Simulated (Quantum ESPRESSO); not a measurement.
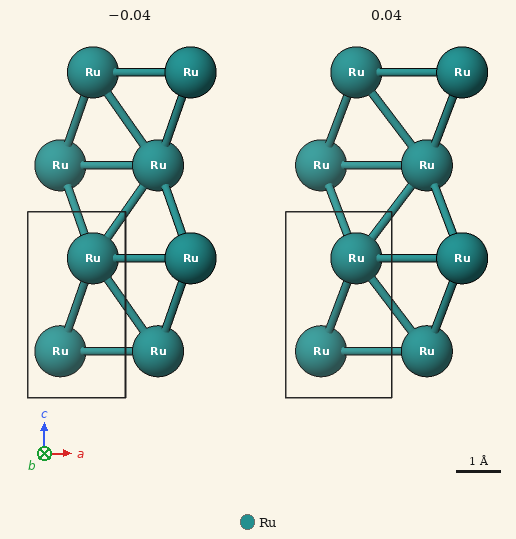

Crystalline Ru (set up in P6_3/mmc), held at several strains, with the atoms relaxed (per unit of the tabulated number the cell is strained by 1.0 along a, 1.0 along [−1 −2 0]). The picture shows the first and the last member. A ball-and-stick model of the cell of the calculation, repeated 2 × 1 × 2 with one cell outlined, seen along the b axis.

Computed with Quantum ESPRESSO 7.5: PBEsol, GBRV 1.5 PBEsol. Settings: plane-wave cutoff 612.3 eV; k-point mesh 11 × 11 × 6; occupations fermi-dirac; smearing width 0.05 eV; no spin polarisation.

| strain | energy (meV/atom) |
| --- | --- |
| −0.04 | 75.44 |
| −0.02 | ? |
| −0.01 | −4.26 |
| 0 | 0.00 |
| 0.01 | 17.07 |
| 0.02 | 45.73 |
| 0.04 | 133.22 |

Question: Fill in the missing row.

Answer: A parabola through three neighbouring rows (−0.04, −0.01, 0) gives, with Lagrange weights, (0.1667)(75.44) + (1.3333)(−4.26) + (−0.5000)(0.00) = 6.90 meV/atom. The calculation gives 5.73 meV/atom. The estimate is 1.17 meV/atom too high. The lowest tabulated energy lies at −0.01, so the unstrained cell isn't a minimum along this strain at this level. From the first member to the last: Ru–Ru 2.598 → 2.814 Å, Ru–Ru 2.614 → 2.688 Å.

The whole series:

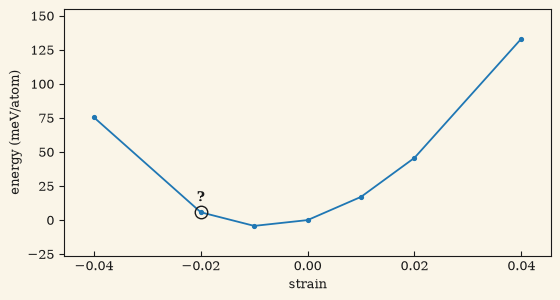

Each member starts from this one structure; whether another phase lies lower wasn't checked.
